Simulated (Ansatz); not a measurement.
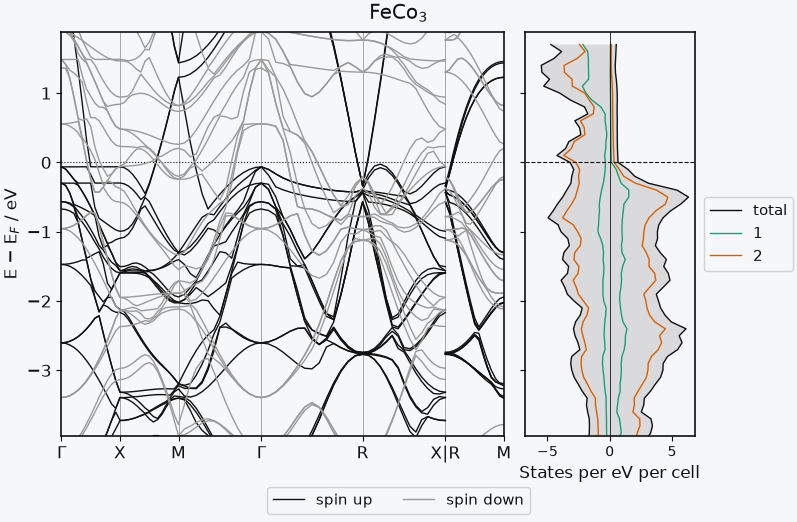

Band structure and density of states. Energies are counted from the Fermi level. The partial curves are projected on Löwdin-orthogonalised atomic shells. Spin-down states are drawn negative.

The material is FeCo$_{3}$, space group Pm-3m (No. 221), 4 atoms in the cell.

Method: DFT PBEsol, scalar-relativistic, plane waves, PAW, spin-polarised, 12×12×12 k mesh, 420 eV cutoff, Gaussian smearing of 0.1 eV (Ansatz).

Assign each number in the legend. The candidates: Co 3d, Fe 3d.

1 is Fe 3d; 2 is Co 3d.

Does this material conduct, going by its bands?

A metal: 4 spin-up and 6 spin-down bands cross the Fermi level along this path.
